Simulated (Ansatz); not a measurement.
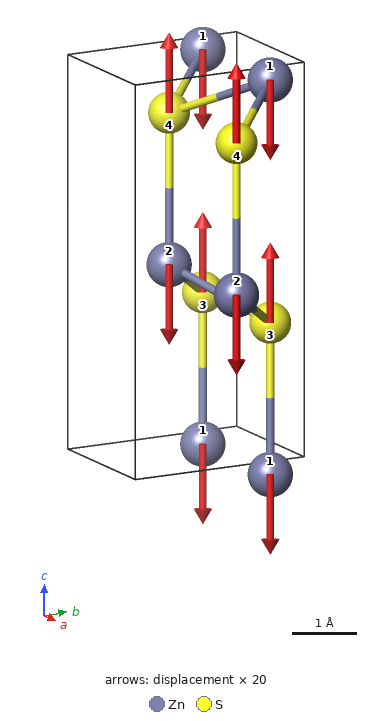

A symmetric starting cell of ZnS. The red arrows show how the atoms are displaced (without the part that the change of the cell carries along), magnified 20 times. Besides, the cell is strained by +5.8 % along c and +4.3 % across it (volume +15.1 %). A ball-and-stick model of the cell of the calculation, repeated 2 × 1 × 1 with one cell outlined, seen slightly off an axis.

All numbers below come from DFT PBEsol, scalar-relativistic, plane waves, PAW (Ansatz). (plane-wave cutoff 420 eV; k-point mesh 9 × 9 × 6; occupations gaussian; smearing width 0.02 eV; no spin polarisation)

Q: Describe the displacements and the computed response.

A: Atoms are displaced by 0.06 Å relative to the cell: S3 0.06 Å along +c, Zn2 0.06 Å along −c. No relaxation follows. The starting cell wasn't computed here and needn't be at equilibrium, so pressure and forces aren't due to the change alone. The pressure is −7.9 GPa (not all of it need come from the change, since the unchanged cell can be under pressure at this level too). The principal stresses (compression positive) are −8.3 GPa along c and −7.7 GPa across it. The largest forces, 0.36 eV/Å, act on Zn1, Zn2, S3 and S4; on Zn1 it points along +c. The forces point straight back along the displacements (cosine −1.00). Some distances before and after: S–Zn 2.400 → 2.666 Å, S–Zn 2.314 → 2.380 Å. The space group stays P6_3mc (No. 186).
